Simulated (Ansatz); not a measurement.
Input

```
crystal:
  lattice:
    - [3.345819283, 0.0, 0.0]
    - [-1.6729096415, 2.8975644955, 0.0]
    - [0.0, 0.0, 5.8673173375]
  atoms:
    - { symbol: Ca, position: [0.0, 0.0, 0.0] }
    - { symbol: Ca, position: [0.0, 0.0, 0.5] }
    - { symbol: O, position: [0.3333333333, 0.6666666667, 0.25] }
    - { symbol: O, position: [0.6666666667, 0.3333333333, 0.75] }
kpoints:
  mp_grid: { grid: [12, 12, 4] }
hamiltonian:
  xc: pbesol
scf:
  occupations: { method: fermi_dirac, width: 0.02 }
relax:
  f_tol: 0.005
  cell: {}
output:
  write_density: true
  write_potential: true
  elf: true
  volumetric_format: npy
```

Run with:

```sh
ansatz run input.yaml --threads 2 --pin off --max-ram 2211MiB --backend cpu --events-out ev --progress --plain --runs-dir out
```

Below, planes, directions and counts refer to the conventional cell (a = 3.30 Å, b = 3.30 Å, c = 5.79 Å, α = 90.00°, β = 90.00°, γ = 120.00°).

The fields are those of the run's last geometry, not of the input's.

Space group P6₃/mmc; started from the NiAs prototype, which need not be the ambient phase.

All numbers below come from DFT, PBEsol, plane waves, PAW (Ansatz).

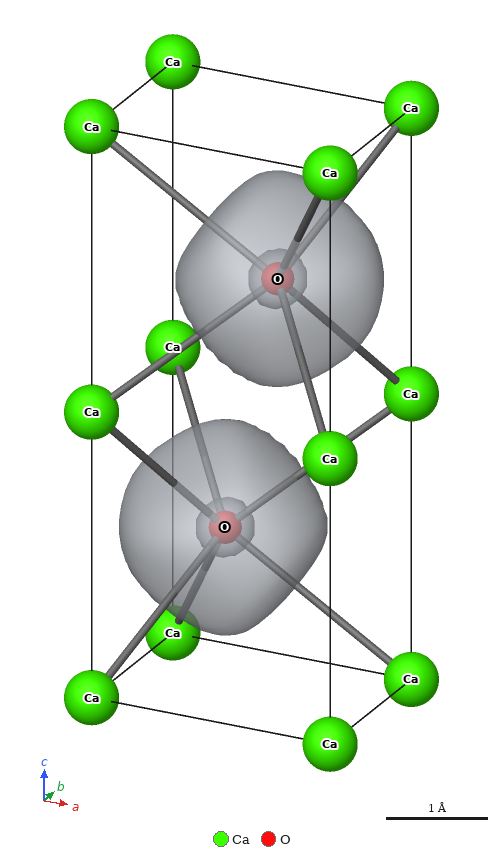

CaO. Isosurface of the ELF at 0.6 (grey), seen slightly off an axis. Core shells and regions of very low density are left out. Sticks mark near contacts.

In a PAW calculation such maps are meaningful between the atoms, not at the nuclei.

Describe the localisation domains.

Answer. The surface consists of two regions wrapped around O (the valence shell of each), counted in one cell of 4 atoms. Regions shared between cells count once.

Values along the shortest contacts:
Ca–O (2.39 Å): the ELF is about 0.10 at the midpoint; a largely ionic contact.

Does the calculation give a band gap?

Answer. It is gapped, with a Kohn–Sham gap of 3.8 eV on the k-point mesh, an upper bound to the gap of this method.
